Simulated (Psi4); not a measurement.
# triplet C5H6 at 3 levels

Wanted: a comparison of 3 runs (UB3LYP/6-31G*, UHSE06/6-31G*, UTPSSh/6-31G*) of triplet C5H6. 

The results are computed with Psi4 1.11.

**1. Starting point**

C5H6: 11 atoms, total charge 0, spin state triplet. SMILES of the parent species: `C1=CCC=C1`. The coordinates come from a PBE0-D4/def2-TZVP relaxation. That shape belongs to the parent species and isn't relaxed for this state.

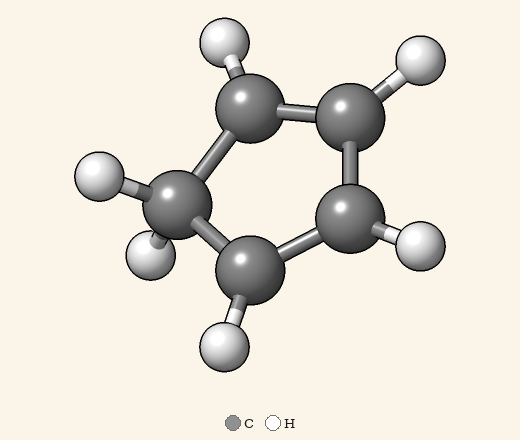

The structure, seen from a chosen angle (carbon grey, hydrogen white).

**2. The energy at UB3LYP/6-31G(d) (spherical functions) (run 1)**

The input, input.json:

```json
{
 "schema_name": "qcschema_input",
 "schema_version": 1,
 "molecule": {
  "schema_name": "qcschema_molecule",
  "schema_version": 2,
  "symbols": ["C", "C", "C", "C", "C", "H", "H", "H", "H", "H", "H"],
  "geometry": [-2.25047484, 0.8231647, -0.47847865, -1.37572062, 0.02910178, 1.76576009, 1.31524938, -0.76496114, 1.47738788, 1.84418373, -0.30613563, -1.25477815, -0.24453056, 0.61491688, -2.35988998, -4.13755535, 1.51310371, -0.86152614, -2.40996773, -0.04459754, 3.52641792, 1.59776344, -2.75314199, 1.99933024, 2.58155486, 0.32711159, 2.70608781, 3.64263608, -0.67501017, -2.15164217, -0.4395503, 1.12911136, -4.33011844],
  "molecular_charge": 0,
  "molecular_multiplicity": 3,
  "fix_symmetry": "c1"
 },
 "driver": "energy",
 "model": {
  "method": "b3lyp",
  "basis": "6-31G*"
 },
 "keywords": {
  "reference": "uks",
  "puream": true,
  "e_convergence": 1e-09,
  "d_convergence": 1e-08,
  "scf_type": "pk",
  "dft_radial_points": 99,
  "dft_spherical_points": 590,
  "maxiter": 200,
  "scf_properties": ["LOWDIN_CHARGES", "MULLIKEN_CHARGES", "DIPOLE"]
 }
}
```

On the command line:

```
$ psi4 --qcschema input.json -n 1 --memory 1600MB
```

stdout:

```text
[...]
  Running in c1 symmetry.
[...]
  Nuclear repulsion =  157.413912428187189
[...]
  Multiplicity = 3
[...]
  Nalpha       = 19
  Nbeta        = 17
[...]
    Number of basis functions: 82
[...]
   @UKS iter   1:  -193.66432036696114    3.75757e-02   8.89932e-03 ADIIS/DIIS
[...]
   @UKS iter  13:  -193.97805685604280   -1.33582e-12   2.43390e-09 DIIS
[...]
   @S^2 Observed:                2.005894521E+00
[...]
  @UKS Final Energy:  -193.97805685604280
   => Energetics <=
    Nuclear Repulsion Energy =            157.4139124281871887
    One-Electron Energy =                -571.4394589168272205
    Two-Electron Energy =                 243.8737377688646575
    DFT Exchange-Correlation Energy =     -23.8262481362674272
    Empirical Dispersion Energy =           0.0000000000000000
    VV10 Nonlocal Energy =                  0.0000000000000000
    Total Energy =                       -193.9780568560427980
[...]
 Multipole Moments:
 ------------------------------------------------------------------------------------
     Multipole            Electronic (a.u.)      Nuclear  (a.u.)        Total (a.u.)
 ------------------------------------------------------------------------------------
 L = 1.  Multiply by 2.5417464519 to convert [e a0] to [Debye]
 Dipole X            :         -0.7637393            0.7609225           -0.0028167
 Dipole Y            :          0.4424605           -0.4410809            0.0013795
 Dipole Z            :         -0.8632729            0.8601215           -0.0031514
 Magnitude           :                                                    0.0044462
[...]
```

The result, in JSON:

```text
{
 "driver": "energy",
 "model": {
  "method": "b3lyp",
  "basis": "6-31G*"
 },
 "success": true,
 "return_result": -193.9780568560428,
 "properties": {
  "calcinfo_nbasis": 82,
  "calcinfo_nmo": 82,
  "calcinfo_nalpha": 19,
  "calcinfo_nbeta": 17,
  "calcinfo_natom": 11,
  "nuclear_repulsion_energy": 157.4139124281872,
  "return_energy": -193.9780568560428,
  "scf_one_electron_energy": -571.4394589168272,
  "scf_two_electron_energy": 243.87373776886466,
  "scf_xc_energy": -23.826248136267427,
  "scf_dipole_moment": [-0.0028167460382801934, 0.0013795184633785817, -0.003151416931459039],
  "scf_total_energy": -193.9780568560428,
  "scf_iterations": 13
 }
}
```

It took 25 s on 1 thread of Intel Xeon 6975P-C (Granite Rapids), shared host; peak memory 0.98 GiB.

**3. A single-point energy at UHSE06/6-31G(d) (spherical functions) (run 2)**

The input, c5h6.json:

```json
{
 "schema_name": "qcschema_input",
 "schema_version": 1,
 "molecule": {
  "schema_name": "qcschema_molecule",
  "schema_version": 2,
  "symbols": ["C", "C", "C", "C", "C", "H", "H", "H", "H", "H", "H"],
  "geometry": [-2.25047484, 0.8231647, -0.47847865, -1.37572062, 0.02910178, 1.76576009, 1.31524938, -0.76496114, 1.47738788, 1.84418373, -0.30613563, -1.25477815, -0.24453056, 0.61491688, -2.35988998, -4.13755535, 1.51310371, -0.86152614, -2.40996773, -0.04459754, 3.52641792, 1.59776344, -2.75314199, 1.99933024, 2.58155486, 0.32711159, 2.70608781, 3.64263608, -0.67501017, -2.15164217, -0.4395503, 1.12911136, -4.33011844],
  "molecular_charge": 0,
  "molecular_multiplicity": 3,
  "fix_symmetry": "c1",
  "fix_com": true,
  "fix_orientation": true
 },
 "driver": "energy",
 "model": {
  "method": "hse06",
  "basis": "6-31G*"
 },
 "keywords": {
  "reference": "uks",
  "puream": true,
  "e_convergence": 1e-09,
  "d_convergence": 1e-08,
  "scf_type": "pk",
  "dft_radial_points": 99,
  "dft_spherical_points": 590,
  "maxiter": 200,
  "scf_properties": ["QUADRUPOLE", "MULLIKEN_CHARGES", "DIPOLE"]
 }
}
```

On the command line:

```
$ psi4 --qcschema c5h6.json -n 1 --memory 1600MB
```

stdout:

```text
[...]
  Running in c1 symmetry.
[...]
  Nuclear repulsion =  157.413912428187160
[...]
  Multiplicity = 3
[...]
  Nalpha       = 19
  Nbeta        = 17
[...]
    Number of basis functions: 82
[...]
   @UKS iter   1:  -193.47101279285766    6.22330e-02   8.54902e-03 DIIS/ADIIS
[...]
   @UKS iter  13:  -193.75962330867077   -1.18234e-11   3.39206e-09 DIIS
[...]
   @S^2 Observed:                2.007283378E+00
[...]
  @UKS Final Energy:  -193.75962330867077
   => Energetics <=
    Nuclear Repulsion Energy =            157.4139124281871602
    One-Electron Energy =                -571.3846589120024646
    Two-Electron Energy =                 242.9501257817600504
    DFT Exchange-Correlation Energy =     -22.7390026066154896
    Empirical Dispersion Energy =           0.0000000000000000
    VV10 Nonlocal Energy =                  0.0000000000000000
    Total Energy =                       -193.7596233086707684
[...]
 Multipole Moments:
 ------------------------------------------------------------------------------------
     Multipole            Electronic (a.u.)      Nuclear  (a.u.)        Total (a.u.)
 ------------------------------------------------------------------------------------
 L = 1.  Multiply by 2.5417464519 to convert [e a0] to [Debye]
 Dipole X            :          3.4396164           -3.4328765            0.0067400
 Dipole Y            :         -1.8772599            1.8730965           -0.0041634
 Dipole Z            :          4.2190951           -4.2114436            0.0076514
 Magnitude           :                                                    0.0110139
 L = 2.  Multiply by 1.3450342976 to convert [e a0^2] to [Debye ang]
 Quadrupole XX       :       -139.3901467          118.4941882          -20.8959584
 Quadrupole XY       :         33.5679339          -34.3441925           -0.7762586
[...]
```

The result, in JSON:

```text
{
 "driver": "energy",
 "model": {
  "method": "hse06",
  "basis": "6-31G*"
 },
 "success": true,
 "return_result": -193.75962330867077,
 "properties": {
  "calcinfo_nbasis": 82,
  "calcinfo_nmo": 82,
  "calcinfo_nalpha": 19,
  "calcinfo_nbeta": 17,
  "calcinfo_natom": 11,
  "nuclear_repulsion_energy": 157.41391242818716,
  "return_energy": -193.75962330867077,
  "scf_one_electron_energy": -571.3846589120025,
  "scf_two_electron_energy": 242.95012578176005,
  "scf_xc_energy": -22.73900260661549,
  "scf_dipole_moment": [0.006739984584955394, -0.00416342914029566, 0.007651435658513783],
  "scf_total_energy": -193.75962330867077,
  "scf_iterations": 13
 }
}
```

It took 50 s on 1 thread of Intel Xeon 6975P-C (Granite Rapids), shared host; peak memory 1 GiB.

**4. The energy at UTPSSh/6-31G(d) (spherical functions) (run 3)**

The input, c5h6.inp:

```
memory 1600 MB

molecule {
  0 3
  C     -1.190900     0.435600    -0.253200
  C     -0.728000     0.015400     0.934400
  C      0.696000    -0.404800     0.781800
  C      0.975900    -0.162000    -0.664000
  C     -0.129400     0.325400    -1.248800
  H     -2.189500     0.800700    -0.455900
  H     -1.275300    -0.023600     1.866100
  H      0.845500    -1.456900     1.058000
  H      1.366100     0.173100     1.432000
  H      1.927600    -0.357200    -1.138600
  H     -0.232600     0.597500    -2.291400
  units angstrom
  symmetry c1
}

set basis 6-31G*
set reference uks
set puream true
set e_convergence 1e-09
set d_convergence 1e-08
set scf_type pk
set dft_radial_points 99
set dft_spherical_points 590
set maxiter 200

energy('tpssh')
print_variables()
```

On the command line:

```
$ psi4 -i c5h6.inp -o c5h6.out -n 1
```

c5h6.out:

```text
[...]
  Running in c1 symmetry.
[...]
  Nuclear repulsion =  157.413912324004343
[...]
  Multiplicity = 3
[...]
  Nalpha       = 19
  Nbeta        = 17
[...]
    Number of basis functions: 82
[...]
   @UKS iter   1:  -193.68828481176243    4.75751e-02   8.89620e-03 ADIIS/DIIS
[...]
   @UKS iter  13:  -194.00042161651615   -5.08749e-12   4.99615e-09 DIIS
[...]
   @S^2 Observed:                2.007563924E+00
[...]
  @UKS Final Energy:  -194.00042161651615
   => Energetics <=
    Nuclear Repulsion Energy =            157.4139123240043432
    One-Electron Energy =                -571.4018047749204925
    Two-Electron Energy =                 246.6555263154545230
    DFT Exchange-Correlation Energy =     -26.6680554810545232
    Empirical Dispersion Energy =           0.0000000000000000
    VV10 Nonlocal Energy =                  0.0000000000000000
    Total Energy =                       -194.0004216165161495
[...]
 Multipole Moments:
 ------------------------------------------------------------------------------------
     Multipole            Electronic (a.u.)      Nuclear  (a.u.)        Total (a.u.)
 ------------------------------------------------------------------------------------
 L = 1.  Multiply by 2.5417464519 to convert [e a0] to [Debye]
 Dipole X            :         -0.7589201            0.7609226            0.0020024
 Dipole Y            :          0.4396559           -0.4410810           -0.0014251
 Dipole Z            :         -0.8578233            0.8601215            0.0022982
 Magnitude           :                                                    0.0033648
[...]
```

It took 60 s on 1 thread of Intel Xeon 6975P-C (Granite Rapids), shared host; peak memory 0.98 GiB.

**5. The series**

| run | level | energy (Eh) | dipole moment (D) | HOMO energy (eV) | ⟨S²⟩ | wall time |
| --- | --- | --- | --- | --- | --- | --- |
| 1 | UB3LYP/6-31G* (spherical functions) | -193.978057 | 0.01 | -2.56 | 2.006 | 25 s |
| 2 | UHSE06/6-31G* (spherical functions) | -193.759623 | 0.03 | -2.45 | 2.007 | 50 s |
| 3 | UTPSSh/6-31G* (spherical functions) | -194.000422 | 0.01 | -2.28 | 2.008 | 60 s |

**6. Outcome**

```
                                 quantity          value
                      run 3: total energy  -194.00042 Eh
                     run 3: dipole moment         0.01 D
run 3: HOMO energy (highest over α and β)       -2.28 eV
                              run 3: ⟨S²⟩          2.008
```

Totals of different functionals can't be ranked against each other. All runs together took 2.2 min, the longest 60 s.
